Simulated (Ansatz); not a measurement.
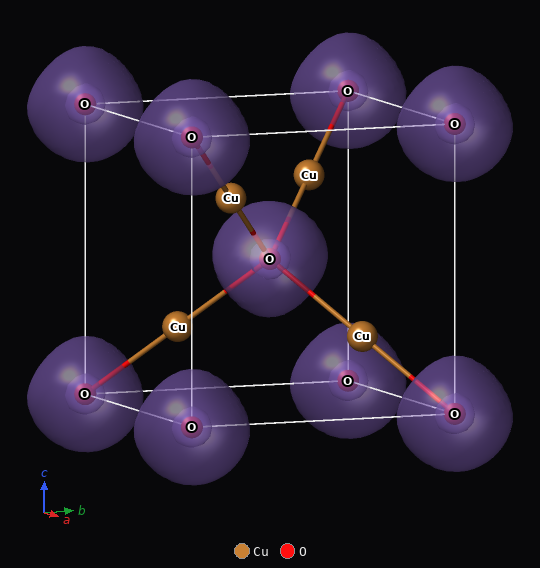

Figure. Cu2O. Isosurface of the electron localisation function at 0.6 (purple), seen slightly off an axis. Core shells and regions of very low density are left out. Sticks mark near contacts.

Space group P4₂/nnm; changed on purpose from its base cell (strain along c alone, the other axes held, atoms relaxed: +3.0 %); computed pressure about −4 GPa in this cell; computed without spin polarisation.

Theory: DFT PBEsol, scalar-relativistic, plane waves, PAW (Ansatz 0.2.0).

The calculation's input:

```
crystal:
  lattice:
    - [4.2223527947, 0.0, 0.0]
    - [0.0, 4.2223527947, 0.0]
    - [0.0, 0.0, 4.3490233786]
  atoms:
    - { symbol: Cu, position: [0.25, 0.25, 0.25] }
    - { symbol: Cu, position: [0.25, 0.75, 0.75] }
    - { symbol: Cu, position: [0.75, 0.75, 0.25] }
    - { symbol: Cu, position: [0.75, 0.25, 0.75] }
    - { symbol: O, position: [0.0, 0.0, 0.0] }
    - { symbol: O, position: [0.5, 0.5, 0.5] }
basis:
  ecutwfc: 420
kpoints:
  mp_grid: { grid: [8, 8, 8] }
hamiltonian:
  xc: pbesol
scf:
  occupations: { method: gaussian, width: 0.02 }
output:
  forces: true
  stress: true
  eigenvalues: true
  write_density: true
  write_potential: true
  elf: true
  volumetric_format: npy
```

Command:

```sh
ansatz run input.yaml --threads 1 --pin off --max-ram 2560MiB --backend cpu --events-out ev --progress --plain --runs-dir out
```

Below, planes, directions and counts refer to the conventional cell (a = 4.22 Å, b = 4.22 Å, c = 4.35 Å, α = 90.00°, β = 90.00°, γ = 90.00°).

Question: Identify the bonds, lone pairs and shells in this picture.

Answer: At this value the surface marks out two regions wrapped around O (the valence shell of each), counted in one cell of 6 atoms. Any copies at cell faces, edges or corners count once.

Values along the shortest contacts:
Cu–O (1.85 Å): the ELF peaks at about 0.85 in the valence shell of O, 0.6 Å from its nucleus, and is about 0.25 at the midpoint (no shared electron pair shows on this line).
